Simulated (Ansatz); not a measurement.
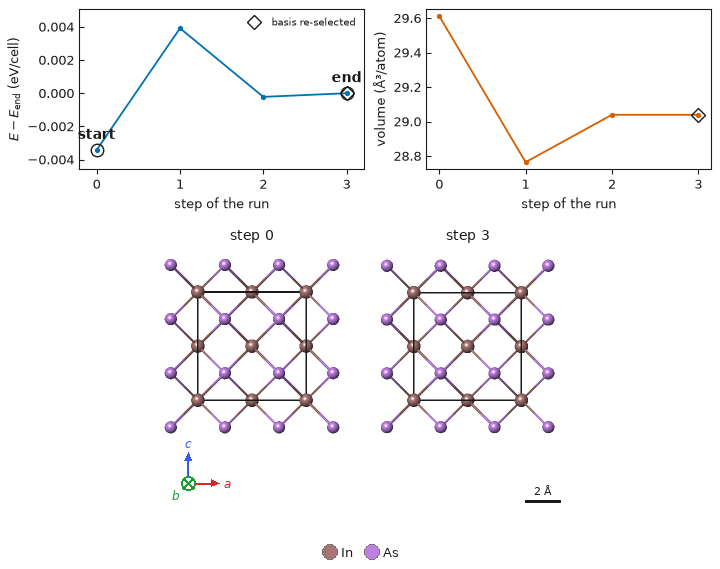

First and last geometry of a relaxation of a crystal of InAs (set up in F-43m), with the history of the run. Style: ball-and-stick. Shown: the conventional cell (4 times the calculation's cell), along the b axis. Lengths and directions refer to the drawn axes.

Case: relaxed at 1 GPa.

These are results of DFT PBE, scalar-relativistic, plane waves, PAW in Ansatz, not measurements.

Input
```yaml
crystal:
  lattice:
    - [0.0, 3.0937808094, 3.0937808094]
    - [3.0937808094, 0.0, 3.0937808094]
    - [3.0937808094, 3.0937808094, 0.0]
  atoms:
    - { symbol: In, position: [0.0, 0.0, 0.0] }
    - { symbol: As, position: [0.75, 0.75, 0.75] }
basis:
  ecutwfc: 420
kpoints:
  mp_grid: { grid: [12, 12, 12] }
hamiltonian:
  xc: pbe
scf:
  occupations: { method: fermi_dirac, width: 0.15 }
output:
  forces: true
  stress: true
  eigenvalues: true
relax:
  adjacent_minimum: "off"
  f_tol: 0.001
  max_steps: 60
  cell: { stress_tol: 0.02, p_target: 1.0 }
```

Launched with:
```bash
ansatz run input.yaml --threads 1 --pin off --max-ram 3072MiB --backend cpu --events-out ev --progress --plain --runs-dir out
```

Question: Read the history and describe the run.

Answer: It converged. After 2 accepted moves (3 points after the start) the energy has risen by 3.4 meV per cell of the calculation. With the target pressure of 1 GPa, the enthalpy E + pV changes by −3.7 meV per cell of the calculation. All forces vanish by symmetry, so only the cell relaxes. Pressure: −0.01 GPa at the start and 0.98 GPa at the end. At 1 point the geometry stayed and the basis and grid were re-selected for the new cell (energy shift of 0.2 meV per cell of the calculation at most each time). No atom moves by more than 0.005 Å relative to the cell. The volume changes by −1.9 %, with a = b = c 6.188 → 6.147 Å (−0.6 %). Some distances before and after: In1–As2 2.679 → 2.662 Å. The space group stays F-43m (No. 216). Cost: 9 s on 1 thread of AMD EPYC 9R45 96-Core Processor (Zen 5) (shared host), peak memory 0.44 GiB.
